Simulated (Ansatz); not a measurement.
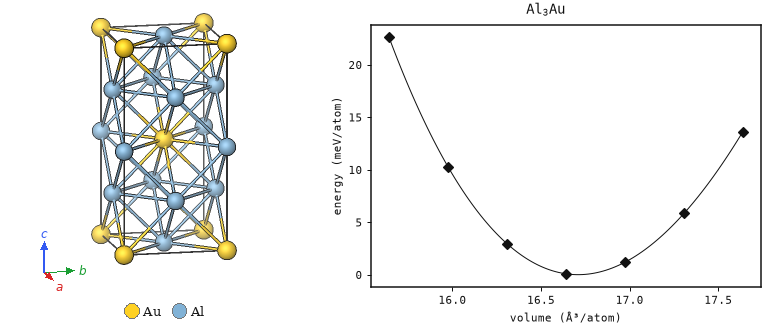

The picture above shows the energy against volume for Al₃Au, space group I4/mmm (No. 139). The conventional cell is drawn beside the plot.

Starting cell:
```
Au Al
1.0
    -2.02533    2.02533    4.05660
     2.02533   -2.02533    4.05660
     2.02533    2.02533   -4.05660
Au Al
1 3
Direct
  0.00000 0.00000 0.00000
  0.50000 0.50000 0.00000
  0.25000 0.75000 0.50000
  0.75000 0.25000 0.50000
```

How it was computed, with Ansatz 0.2.0: plane-wave DFT, no spin polarisation; energies at scaled volumes of the given cell, shape and fractions fixed, counted from the fit's minimum, third-order Birch-Murnaghan fit. Level: PBE.

- k mesh: 9×9×9
- occupations: Fermi–Dirac
- smearing width: 0.05 eV
- potentials: Ansatz PAW
- wave cutoff: 420 eV
- density cutoff: 1680 eV

From this curve and the settings, what does the calculation give for the pressure at the same points?

The pressure falls from 7.24 GPa at volume 15.64 Å³/atom to −4.46 GPa at 17.64 Å³/atom, and changes sign near 16.71 Å³/atom.

```
volume (Å³/atom)  pressure (GPa)
           15.64            7.24
           15.97            4.69
           16.31            2.41
           16.64            0.39
           16.97           -1.42
           17.31           -3.03
           17.64           -4.46
```

Caveats: spin-orbit coupling left out, heavy elements; shape and atomic fractions are frozen while scaling, which makes layered, chain and framework solids too stiff.
